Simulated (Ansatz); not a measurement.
```yaml
crystal:
  lattice:
    - [5.09562, 0.00000, 0.00000]
    - [-2.54781, 4.41294, 0.00000]
    - [0.00000, 0.00000, 4.19648]
  atoms:
    - { symbol: Ge, position: [0.66667, 0.33333, 0.50000] }
    - { symbol: Ge, position: [0.33333, 0.66667, 0.50000] }
    - { symbol: Ge, position: [0.00000, 0.00000, 0.00000] }
    - { symbol: Fe, position: [0.00000, 0.50000, 0.00000] }
    - { symbol: Fe, position: [0.50000, 0.50000, 0.00000] }
    - { symbol: Fe, position: [0.50000, 0.00000, 0.00000] }
```

Space group P6/mmm; a structure from a database of computed crystals, not necessarily the ambient phase; computed pressure about −20 GPa in this cell; spin-polarised.

Theory: Kohn-Sham DFT of a periodic cell, LDA, Ansatz PAW (Ansatz).

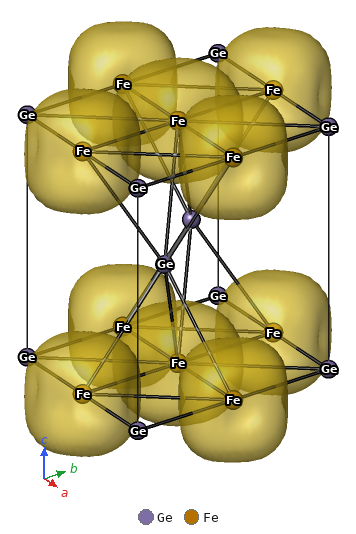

FeGe. Isosurface of the spin density at +0.03 e/Å³ (yellow), seen slightly off an axis. Sticks mark near contacts.

In a PAW calculation such maps are meaningful between the atoms, not at the nuclei.

Question: Where is the spin, and how is it ordered?

Answer: The spin density sits on Fe: +1.5 μB (×3) in one cell of 6 atoms, with smaller moments on other sites: Ge (up to −0.07 μB): parallel main moments (a ferromagnetic arrangement) in this solution. The cell of the calculation (6 atoms) carries 4.3 μB of net spin moment.
